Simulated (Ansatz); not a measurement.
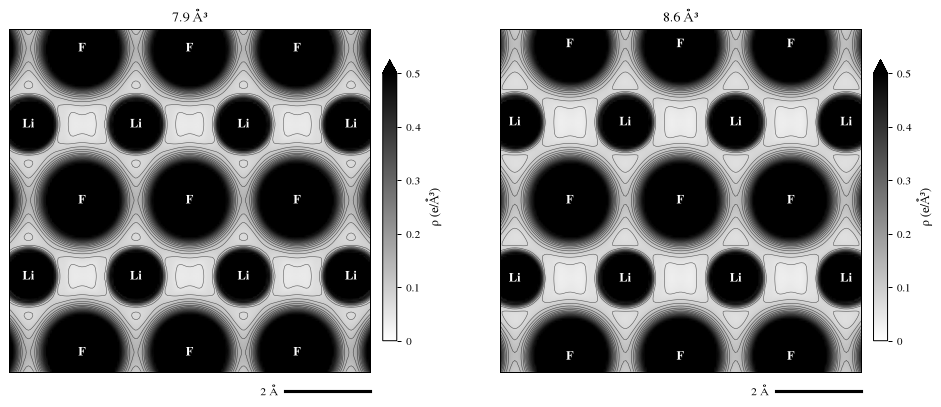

LiF. The valence charge density (pseudo) of cells scaled evenly to different volumes (given per atom above each panel), on the (11̄0) plane of each (indices in the axes of the cell below), at one length scale and on one colour scale.

A structure from a database of computed crystals, not necessarily the ambient phase.

Theory: Kohn-Sham DFT of a periodic cell, PBE, Ansatz PAW (Ansatz).

In a PAW calculation such maps are meaningful between the atoms, not at the nuclei.

The largest cell:

```
CELL_PARAMETERS angstrom
2.57648 0.00000 0.00000
0.00000 2.57648 0.00000
0.00000 0.00000 2.57648
ATOMIC_POSITIONS crystal
F 0.50000 0.50000 0.50000
Li 0.00000 0.00000 0.00000
```

| volume (Å³/atom) | Li–F contact in the plane (Å) | ρ at its midpoint (e/Å³) | pressure (GPa) | gap on the mesh (eV) | 
| --- | --- | --- | --- | --- |
| 7.88 | 2.171 | 0.188 | 4.8 | 8.03 | 
| 8.22 | 2.202 | ? | ? | ? | 
| 8.55 | 2.231 | 0.165 | −1.2 | 7.35 | 

### What values belong in the row with question marks?

Over the known rows ln ρ falls by 2.17 per Å of Li–F distance (the line through the two), which gives 0.176 e/Å³ at 2.202 Å; the calculation gives 0.176 e/Å³. For the pressure, a straight line in volume between the neighbouring rows gives 1.8 GPa; the calculation gives 1.5. For the gap on the mesh, a straight line in volume between the neighbouring rows gives 7.68 eV; the calculation gives 7.67.
